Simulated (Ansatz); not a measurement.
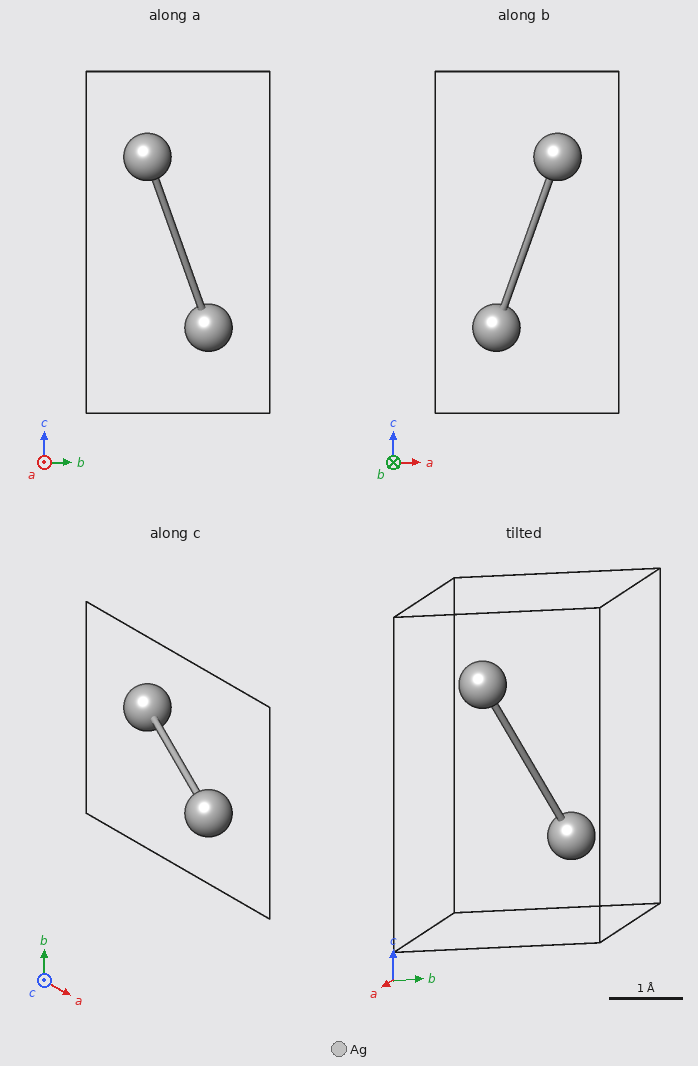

This ball-and-stick model is shown along the a axis, along the b axis, along the c axis and slightly off an axis. The conventional unit cell is outlined; an atom on or near a face, edge or corner is repeated at each equivalent position.

Lattice parameters: a = 2.900 Å, b = 2.900 Å, c = 4.680 Å, α = 90.00°, β = 90.00°, γ = 120.00°. Put a along x and b in the xy plane.

### Reconstruct the structure as a POSCAR file.

```
Ag
1.0
     2.900    0.000    0.000
    -1.450    2.511    0.000
     0.000    0.000    4.680
Ag
2
Direct
  0.3333 0.6667 0.2500
  0.6667 0.3333 0.7500
```

It goes back to a structure type filled with this element by a generator (whether the element takes this form wasn't checked). Earlier steps of the study may have refined or changed the cell and positions. A calculation with Ansatz used it as input.

At this level of theory the cell isn't at rest (compressed, at 12 GPa), so its distances can differ from those at equilibrium, the more so the softer the solid.
